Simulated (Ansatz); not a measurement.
**A series of single points on SrCl2**

System: SrCl2 (3 atoms in the cell).
Method: DFT PBEsol, scalar-relativistic, plane waves, PAW, no spin polarisation (Ansatz 0.2.0).

The 8 runs differ only in the geometry, by a shift of atoms along one path in a fixed cell. The shift s is measured from run 5: Cl3 moves along the Cartesian direction (0.00, −0.97, 0.25), and Sr1 and Cl2 with it in fixed proportion. The structure derives from an entry of the Crystallography Open Database.

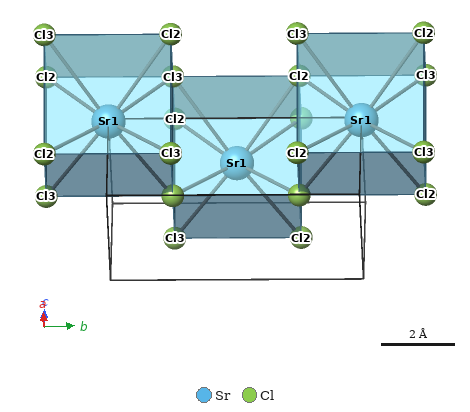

Figure 1. The structure of run 5 (polyhedral view of the cell 2 times as large as that of the calculation, set on its symmetry axes, seen at an oblique angle; polyhedra are completed across the faces of the cell; atoms are numbered from 1 in the order of the input).

## Input of run 5
```yaml
crystal:
  lattice:
    - [0.0, 3.4855, 3.4855]
    - [3.4855, 0.0, 3.4855]
    - [3.4855, 3.4855, 0.0]
  atoms:
    - { symbol: Sr, position: [0.0093124443, -0.0159479913, 0.0159479913] }
    - { symbol: Cl, position: [0.2384914475, 0.2697089281, 0.2302910719] }
    - { symbol: Cl, position: [0.7384914475, 0.7697089281, 0.7302910719] }
basis:
  ecutwfc: 420
kpoints:
  mp_grid: { grid: [6, 6, 6] }
hamiltonian:
  xc: pbesol
scf:
  occupations: { method: gaussian, width: 0.05 }
output:
  forces: true
  stress: true
  eigenvalues: true
```

Command:
```bash
ansatz run input.yaml --threads 2 --pin off --max-ram 2560MiB --backend cpu --events-out ev --progress --plain --runs-dir out
```

Lattice vectors (Å) and fractional positions of run 5:
```
   0.000000    3.485500    3.485500
   3.485500    0.000000    3.485500
   3.485500    3.485500    0.000000
Sr  0.009312 -0.015948  0.015948
Cl  0.238491  0.269709  0.230291
Cl  0.738491  0.769709  0.730291
```

Run 4 differs from it as follows:
```diff
-    - { symbol: Sr, position: [0.0093124443, -0.0159479913, 0.0159479913] }
-    - { symbol: Cl, position: [0.2384914475, 0.2697089281, 0.2302910719] }
-    - { symbol: Cl, position: [0.7384914475, 0.7697089281, 0.7302910719] }
+    - { symbol: Sr, position: [0.0062082962, -0.0106319942, 0.0106319942] }
+    - { symbol: Cl, position: [0.2423276317, 0.2631392854, 0.2368607146] }
+    - { symbol: Cl, position: [0.7423276317, 0.7631392854, 0.7368607146] }
```

## Results, with one run withheld

```tsv
run	shift s of Cl3 (Å)	free energy per atom, from the lowest run given (meV)	pressure (GPa)	gap on the mesh (eV)	force along the path (eV/Å)
1	−0.4125	130.99	2.52	4.98	2.876
2	−0.2625	29.05	−0.10	5.09	1.271
3	−0.0750	0.00	−0.92	5.15	−0.302
4	−0.0375	?	?	?	?
5	0.0000	15.30	−0.48	5.11	−0.931
6	0.0750	47.18	0.40	5.06	−1.633
7	0.1125	69.99	1.00	5.04	−2.021
8	0.1500	97.82	1.71	5.01	−2.436
```

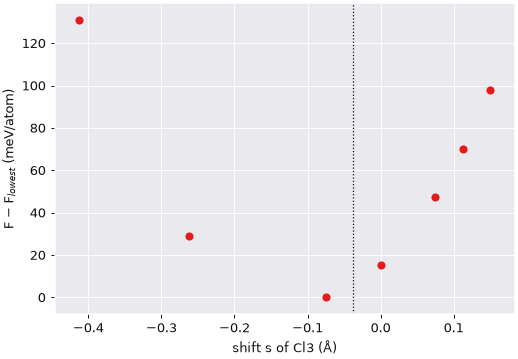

Figure 2. Free energy per atom of the runs given; the dotted line marks run 4.

What should run 4 give?

A cubic polynomial in the coordinate, fitted to the 7 runs given, misses them by at most 1.22 meV per atom. With x = s + 0.0589, it reads F = 0.96241 + 159.02 x + 1456.7 x² − 88.869 x³ (meV per atom). At run 4 it gives 5.03 meV per atom, and the run itself gives 5.69. The slope of the fit gives a force −dF/ds of −0.664 eV/Å along the path (summed over the atoms that move), and the printed forces give −0.610 eV/Å. The fit has its minimum at s = −0.1132 Å. So low a polynomial doesn't follow these energies more closely. The gap on the mesh lies between 4.98 eV (run 1) and 5.15 eV (run 3); run 4 has 5.13 eV. These are gaps of this functional on this mesh, which can miss the band edges; they aren't the measured gap.

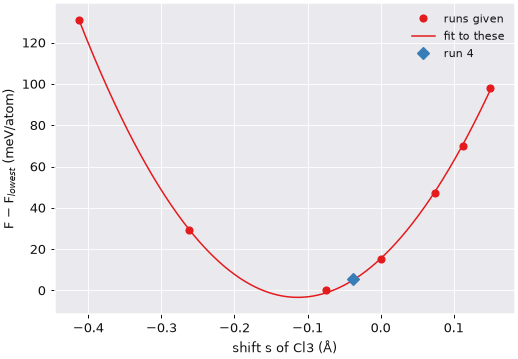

Figure 3. The fit and the withheld run.

## Output, shortened to warnings, some set-up lines, iterations and results (run 4)
```
Basis set: ecut = 420 eV, 1639 PW (Γ), exchange–correlation on 72×72×72 points (8 copies of the dense FFT grid, shifted against one another)
Symmetry: 2 space group operations
k-points: 68 of 216 (time reversal used)
Initial density: superposition of atomic densities (neutral atoms: chi_scale 0, normalization atom), corrected by the library's trained network
[...]
SCF iter   1: F=—  HF=-5621.341789 eV  |F-HF|=—  |Δ(HF+E_count)|=         —  Δρ=3.91e-3  dr2=1.92e-2  ethr=1.77e-3  ⟨swp⟩=9.8  Hψ=8103  notcnv=0
SCF iter   2: F=—  HF=-5621.337605 eV  |F-HF|=—  |Δ(HF+E_count)|=   4.18e-3  Δρ=1.17e-3  dr2=6.57e-4  ethr=8.00e-5  ⟨swp⟩=2.8  Hψ=2510  notcnv=0
SCF iter   3: F=—  HF=-5621.337652 eV  |F-HF|=—  |Δ(HF+E_count)|=   4.73e-5  Δρ=5.11e-4  dr2=1.19e-4  ethr=2.74e-6  ⟨swp⟩=2.8  Hψ=1858  notcnv=0
SCF iter   4: F=—  HF=-5621.337720 eV  |F-HF|=—  |Δ(HF+E_count)|=   6.80e-5  Δρ=1.24e-4  dr2=7.60e-6  ethr=4.97e-7  ⟨swp⟩=2.3  Hψ=1412  notcnv=0
SCF iter   5: F=—  HF=-5621.337732 eV  |F-HF|=—  |Δ(HF+E_count)|=   1.13e-5  Δρ=1.53e-5  dr2=1.25e-7  ethr=3.17e-8  ⟨swp⟩=2.8  Hψ=1916  notcnv=0
SCF iter   6: F=-5621.337732 eV  HF=-5621.337732 eV  |F-HF|=3.73e-9  |Δ(HF+E_count)|=   3.44e-7  Δρ=1.38e-6  dr2=2.11e-9  ethr=4.17e-10  ⟨swp⟩=7.0  Hψ=5541  notcnv=0
SCF 1 converged in 6 iterations: F = -5621.337732 eV  dr2 = 2.11e-9
SCF converged after 6 iterations
Free energy (F): -5621.337732 eV
Harris-Foulkes:  -5621.337732 eV  (|F-HF|=3.73e-9)
Internal energy: -5621.337732 eV  (E = F + TS)
E sigma→0 (E₀):  -5621.337732 eV
Fermi energy:    5.630253 eV
--- Per-component energies (eV) ---
  E_band       = -147.988434
  E_kinetic    = 567.190573
  E_local      = -1182.272346  (includes V_loc(G=0)·N_el)
  E_nonlocal   = 261.083988
  E_hartree    = 323.830047
  E_xc         = -384.371964
  E_vxc        = -405.265905  (∫ρ·V_xc dr)
  E_paw        = -3928.191202  (= ΣΔE_a)
  E_vpaw       = -36.385148  (= ΣTr[D̂ρ^β])
  E_aug_tail   = 0.000186  (compensation charges beyond the density's cutoff)
  E_ewald      = -1278.898225
  E_core_change = 0.291212  (= ΣΔE_core)
  E_smearing   = -0.000000  (= −TS)
  E_closure    = -0.000000  (closes the sum)
  Σ components = -5621.337732   (vs F -5621.337732, Δ=0.00e0)
--- Forces (eV/Å), atoms counted from 1 ---
  atom   1  Sr     0.00000000    -0.32481959     0.09035504
  atom   2  Cl    -0.02235449     0.16242859    -0.04517888
  atom   3  Cl     0.02235449     0.16242859    -0.04517888
  max |Σ_I F_I| component: 3.76e-5 eV/Å
--- Stress (GPa, compression-positive) ---
       -0.721946       0.000000       0.000000
        0.000000      -0.816447      -0.105720
        0.000000      -0.105720      -0.729112
  P = ⅓ Tr σ = -0.7558 GPa (-7.558 kbar)
```
